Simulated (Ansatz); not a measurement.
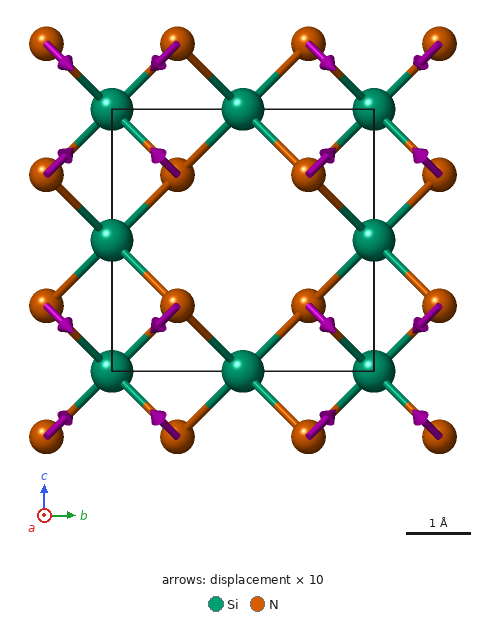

This is a relaxation of a crystal of Si3N4 (a generated structure, set up in P-43m) (coarse preliminary run). The starting structure is drawn; purple arrows show the displacements (the part carried along by the change of the cell is left out), 10 times their true length.

A ball-and-stick model of the cell of the calculation, seen along the a axis.

Level of theory: Ansatz 0.2.0, DFT PBE, scalar-relativistic, plane waves, PAW. Settings: plane-wave cutoff 420 eV; k-point mesh 4 × 4 × 4; occupations gaussian; smearing width 0.1 eV; no spin polarisation; cell and atoms relaxed; force threshold 0.04 eV/Å; at most 70 steps.

Q: Which element moves most?

A: Nitrogen: up to 0.075 Å, against 0.000 Å for silicon.

Q: Describe the change and its energy.

A: The largest moves relative to the cell, 0.075 Å, are those of N atoms. Si stays in place. Cell: a = b = c 4.141 → 4.132 Å (−0.2 %). Volume −0.7 %. Near-neighbour distances that change, for instance: N–Si 1.793 → 1.766 Å. Among the angles between lasting bonds that change: N–Si–N 109.5° → 104.9°, N–Si–N 109.5° → 111.8°, Si–N–Si 109.5° → 111.7°. The space group stays P-43m (No. 215). Over 3 accepted moves (4 points after the start) the energy falls by 34.4 meV per atom. Largest force component: 0.86 eV/Å at the start, 0.0023 eV/Å at the end. Pressure: −6.98 GPa at the start and −0.16 GPa at the end. At 1 point the geometry stayed and the basis and grid were re-selected for the new cell (energy shift of 0.2 meV per atom at most each time).
